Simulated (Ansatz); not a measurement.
## SnO2: geometry relaxation (part 2 of 2)

SnO2 (12 atoms in the cell); DFT LDA, scalar-relativistic, plane waves, PAW, no spin polarisation (Ansatz 0.2.0); cutoff 420 eV, 6×6×6 k-mesh, Gaussian smearing of 0.02 eV. The structure derives from a Materials Project entry.

## Output, continued
```
  k-point 0: bands = ["-11.7760", "-11.5055", "-11.5055", "-11.0451", "-11.0451", "-11.0016", "-10.7198", "-10.7011", "-10.7011", "-10.6187", "-10.5626", "-10.5626", "-10.5591", "-10.4830", "-10.4830", "-10.4630", "-10.4448", "-10.4448", "-10.4422", "-10.4422", "-9.5555", "-7.5928", "-7.5928", "-7.5352", "-7.5352", "-6.1629", "-6.1629", "-5.7342", "0.9585", "1.0514", "1.0514", "4.0889", "4.0889", "5.0715", "5.0715", "5.1669", "6.0328", "6.6206", "6.6206", "6.8136", "6.8136", "7.1680", "7.3146", "7.9748", "7.9748", "8.2613", "8.2613", "8.3998", "8.3998", "8.4448", "8.4449", "9.2455", "10.4062", "13.9524", "13.9524", "15.1944", "15.3401", "15.3401", "17.9100", "17.9100", "19.3703", "19.5024", "20.0192", "20.0192"]
  k-point 1: bands = ["-11.7221", "-11.5310", "-11.4627", "-11.0717", "-10.9873", "-10.9710", "-10.7813", "-10.7701", "-10.7029", "-10.6268", "-10.5583", "-10.5564", "-10.5525", "-10.4851", "-10.4832", "-10.4692", "-10.4663", "-10.4660", "-10.4541", "-10.4528", "-9.4717", "-7.6977", "-7.5486", "-7.4986", "-7.4870", "-6.2572", "-6.1561", "-5.8047", "1.0408", "1.2380", "1.3410", "4.2912", "4.2945", "4.8057", "5.1392", "5.2932", "5.5930", "6.1511", "6.4882", "6.5116", "6.7393", "7.3811", "7.5553", "7.6777", "7.7382", "8.2009", "8.2266", "8.2842", "8.3670", "8.3989", "8.4709", "9.1291", "11.1888", "14.1116", "14.1847", "15.2381", "15.7264", "15.7520", "17.8449", "18.1087", "18.8718", "19.6685", "19.8957", "20.2024"]
  k-point 2: bands = ["-11.5865", "-11.5271", "-11.3397", "-11.1531", "-11.0901", "-10.9450", "-10.8546", "-10.8447", "-10.6636", "-10.6128", "-10.5610", "-10.5391", "-10.5358", "-10.5284", "-10.5061", "-10.4934", "-10.4818", "-10.4799", "-10.4763", "-10.4692", "-9.1983", "-8.1613", "-7.5055", "-7.3651", "-7.2123", "-6.5114", "-6.1133", "-5.9510", "1.3209", "1.6323", "2.0915", "4.0689", "4.6025", "4.8537", "4.8744", "5.2951", "5.3578", "5.6322", "6.1435", "6.2522", "6.5557", "6.9218", "7.1969", "7.6665", "7.8662", "7.9828", "8.1002", "8.2058", "8.3416", "8.4452", "8.5325", "8.9183", "12.5338", "14.2499", "14.7724", "15.3919", "16.6092", "16.7318", "17.7413", "18.3552", "18.4439", "18.8281", "19.7670", "20.1458"]
  k-point 45: bands = ["-11.5160", "-11.5160", "-11.4906", "-11.4906", "-11.0276", "-11.0276", "-10.7040", "-10.7040", "-10.6926", "-10.6926", "-10.5595", "-10.5595", "-10.5019", "-10.5019", "-10.4904", "-10.4904", "-10.4516", "-10.4516", "-10.4410", "-10.4410", "-7.7414", "-7.7414", "-7.7318", "-7.7318", "-7.6711", "-7.6711", "-6.0720", "-6.0720", "1.8538", "1.8538", "3.6949", "3.6949", "4.8982", "4.8982", "5.2448", "5.2448", "5.4285", "5.4285", "6.1316", "6.1316", "6.5447", "6.5447", "7.1870", "7.1870", "7.5232", "7.5232", "7.8906", "7.8906", "7.9633", "7.9633", "8.3331", "8.3331", "13.9644", "13.9644", "15.2920", "15.2920", "16.5798", "16.5798", "18.7982", "18.7982", "19.6607", "19.6607", "20.0821", "20.0821"]
--- Relaxed structure (3 steps of the walk, 3 accepted, 1 SCFs on fresh bases) ---
  F+E_penalty+E_count = -27960.72556853 eV   max|allowed force component| = 1.099e-3 eV/Å   (the final SCF, on the basis selected at the relaxed cell)
  cell:  # Å, volume = 142.2981 Å³
    - [-3.1904240030282387, 3.3392222528004063, 3.3392226049661087]
    - [3.1904240030282387, -3.3392222528004063, 3.3392226049661087]
    - [3.1904240030282387, 3.3392222528004063, -3.3392226049661087]
  atoms:
    - { symbol: Sn, position: [0.9999415049112923, 0.24994150491129197, 0.7500000000000003] }
    - { symbol: Sn, position: [5.8495088708060416e-5, 0.750058495088708, 0.25] }
    - { symbol: Sn, position: [0.5, 0.5, 0.5000000000000001] }
    - { symbol: Sn, position: [0.5, -5.551115123125783e-17, 0.0] }
    - { symbol: O, position: [0.1939319177355967, 0.19397509634259608, 0.5000431786069994] }
    - { symbol: O, position: [0.693990243595857, 0.7500585509636459, 0.9439316926322112] }
    - { symbol: O, position: [0.19393191773559662, 0.6938887391285974, 0.9999568213930008] }
    - { symbol: O, position: [0.30612685833143494, 0.750058550963646, 0.5560683073677891] }
    - { symbol: O, position: [0.6938731416685652, 0.24994144903635412, 0.44393169263221116] }
    - { symbol: O, position: [0.306009756404143, 0.24994144903635412, 0.05606830736778893] }
    - { symbol: O, position: [0.8060680822644033, 0.3061112608714026, 4.3178606999344504e-5] }
    - { symbol: O, position: [0.8060680822644033, 0.806024903657404, 0.4999568213930007] }
```

## Trajectory as extended XYZ (Å, eV, eV/Å), 4 frames, from step=1 to step=4
```
12
Lattice="-3.1888 3.3402 3.3402 3.1888 -3.3402 3.3402 3.1888 3.3402 -3.3402" Properties=species:S:1:pos:R:3:forces:R:3 step=1 energy=-27960.72537 pressure_GPa=0.02
Sn    0.0000    5.0102    1.6694    0.0000   0.0000   0.0023
Sn    3.1888   -1.6701    1.6707    0.0000   0.0000  -0.0023
Sn    1.5944    1.6701    1.6701    0.0000   0.0000   0.0000
Sn   -1.5944    1.6701    1.6701    0.0000   0.0000   0.0000
O     1.5948    1.6701   -0.3746    0.0002   0.0000   0.0049
O     3.1888    2.9655    1.6708    0.0000   0.0049  -0.0009
O     4.7828    1.6701   -0.3746   -0.0002   0.0000   0.0049
O     3.1888    0.3746    1.6708    0.0000  -0.0049  -0.0009
O     0.0000    2.9655    1.6694    0.0000   0.0049   0.0009
O     0.0000    0.3746    1.6694    0.0000  -0.0049   0.0009
O    -1.5940    1.6701    3.7148    0.0002   0.0000  -0.0049
O     1.5940    1.6701    3.7148   -0.0002   0.0000  -0.0049
12
Lattice="-3.1906 3.3392 3.3392 3.1906 -3.3392 3.3392 3.1906 3.3392 -3.3392" Properties=species:S:1:pos:R:3:forces:R:3 step=2 energy=-27960.72546 pressure_GPa=0.00
Sn    0.0000    5.0088    1.6691    0.0000   0.0000   0.0016
Sn    3.1906   -1.6696    1.6700    0.0000   0.0000  -0.0016
Sn    1.5953    1.6696    1.6696    0.0000   0.0000   0.0000
Sn   -1.5953    1.6696    1.6696    0.0000   0.0000   0.0000
O     1.5956    1.6696   -0.3749   -0.0003   0.0000   0.0097
O     3.1906    2.9643    1.6700    0.0000   0.0096  -0.0003
O     4.7856    1.6696   -0.3749    0.0003   0.0000   0.0097
O     3.1906    0.3749    1.6700    0.0000  -0.0096  -0.0003
O     0.0000    2.9643    1.6691    0.0000   0.0096   0.0003
O     0.0000    0.3749    1.6691    0.0000  -0.0096   0.0003
O    -1.5950    1.6696    3.7140   -0.0003   0.0000  -0.0097
O     1.5950    1.6696    3.7140    0.0003   0.0000  -0.0097
12
Lattice="-3.1904 3.3392 3.3392 3.1904 -3.3392 3.3392 3.1904 3.3392 -3.3392" Properties=species:S:1:pos:R:3:forces:R:3 step=3 energy=-27960.72550 pressure_GPa=-0.00
Sn    0.0000    5.0088    1.6692    0.0000   0.0000   0.0011
Sn    3.1904   -1.6696    1.6700    0.0000   0.0000  -0.0011
Sn    1.5952    1.6696    1.6696    0.0000   0.0000   0.0000
Sn   -1.5952    1.6696    1.6696    0.0000   0.0000   0.0000
O     1.5955    1.6696   -0.3744   -0.0005   0.0000   0.0000
O     3.1904    2.9648    1.6700    0.0000   0.0001  -0.0003
O     4.7854    1.6696   -0.3744    0.0005   0.0000   0.0000
O     3.1904    0.3744    1.6700    0.0000  -0.0001  -0.0003
O     0.0000    2.9648    1.6692    0.0000   0.0001   0.0003
O     0.0000    0.3744    1.6692    0.0000  -0.0001   0.0003
O    -1.5949    1.6696    3.7137   -0.0005   0.0000   0.0000
O     1.5949    1.6696    3.7137    0.0005   0.0000   0.0000
12
Lattice="-3.1904 3.3392 3.3392 3.1904 -3.3392 3.3392 3.1904 3.3392 -3.3392" Properties=species:S:1:pos:R:3:forces:R:3 step=4 energy=-27960.72557 pressure_GPa=-0.01
Sn    0.0000    5.0088    1.6692    0.0000   0.0000   0.0011
Sn    3.1904   -1.6696    1.6700    0.0000   0.0000  -0.0011
Sn    1.5952    1.6696    1.6696    0.0000   0.0000   0.0000
Sn   -1.5952    1.6696    1.6696    0.0000   0.0000   0.0000
O     1.5955    1.6696   -0.3744   -0.0005   0.0000   0.0001
O     3.1904    2.9648    1.6700    0.0000   0.0001  -0.0003
O     4.7854    1.6696   -0.3744    0.0005   0.0000   0.0001
O     3.1904    0.3744    1.6700    0.0000  -0.0001  -0.0003
O     0.0000    2.9648    1.6692    0.0000   0.0001   0.0003
O     0.0000    0.3744    1.6692    0.0000  -0.0001   0.0003
O    -1.5949    1.6696    3.7137   -0.0005   0.0000  -0.0001
O     1.5949    1.6696    3.7137    0.0005   0.0000  -0.0001
```

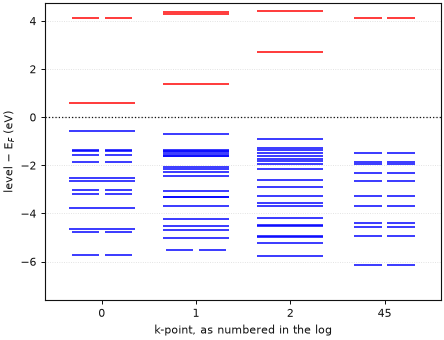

Figure 1. Kohn–Sham levels near the Fermi level (dotted) at the few k-points that the log prints; levels within 0.02 eV of each other stand side by side. Among these points the highest filled and lowest empty levels are 1.16 eV apart, which is the gap on the mesh.

The run was set up as follows.

## Input file
```yaml
crystal:
  lattice:
    - [-3.1888177935, 3.340155247, 3.3401669334]
    - [3.1888177935, -3.340155247, 3.3401669334]
    - [3.1888177935, 3.340155247, -3.3401669334]
  atoms:
    - { symbol: Sn, position: [0.9999017031, 0.2499017031, 0.75] }
    - { symbol: Sn, position: [9.82969e-05, 0.7500982969, 0.25] }
    - { symbol: Sn, position: [0.5, 0.5, 0.5] }
    - { symbol: Sn, position: [0.5, 0.0, 0.0] }
    - { symbol: O, position: [0.1939186303, 0.1939840974, 0.5000654671] }
    - { symbol: O, position: [0.6940269405, 0.7501080412, 0.9439188993] }
    - { symbol: O, position: [0.1939186303, 0.6938531632, 0.9999345329] }
    - { symbol: O, position: [0.3061891419, 0.7501080412, 0.5560811007] }
    - { symbol: O, position: [0.6938108581, 0.2498919588, 0.4439188993] }
    - { symbol: O, position: [0.3059730595, 0.2498919588, 0.0560811007] }
    - { symbol: O, position: [0.8060813697, 0.3061468368, 6.54671e-05] }
    - { symbol: O, position: [0.8060813697, 0.8060159026, 0.4999345329] }
basis:
  ecutwfc: 420
kpoints:
  mp_grid: { grid: [6, 6, 6] }
hamiltonian:
  xc: lda
scf:
  occupations: { method: gaussian, width: 0.02 }
output:
  forces: true
  stress: true
  eigenvalues: true
relax:
  adjacent_minimum: "off"
  f_tol: 0.005
  max_steps: 80
  cell: { stress_tol: 0.05 }
```

Run as:
```bash
ansatz run input.yaml --threads 2 --pin off --max-ram 5120MiB --backend cpu --events-out ev --progress --plain --runs-dir out
```

## Key numbers

```csv
quantity,value
outcome,converged
space group (tolerance 0.01 Å),P4₂/mnm (136)
electrons treated,104
free energy,−27960.7256 eV
Fermi energy,9.826 eV
gap on the k-point mesh,1.16 eV
pressure,−0.01 GPa
final volume,142.30 Å³
largest force (length of the vector) at the end,0.001 eV/Å
final cell,"a = 5.699 Å, b = 5.699 Å, c = 5.699 Å, α = 111.91°, β = 108.26°, γ = 108.26°"
hardware,"2 threads of Intel Xeon (Granite Rapids), 32 GiB of memory available, shared host"
wall time,30 s (CPU time 59 s)
peak memory,0.69 GiB
```
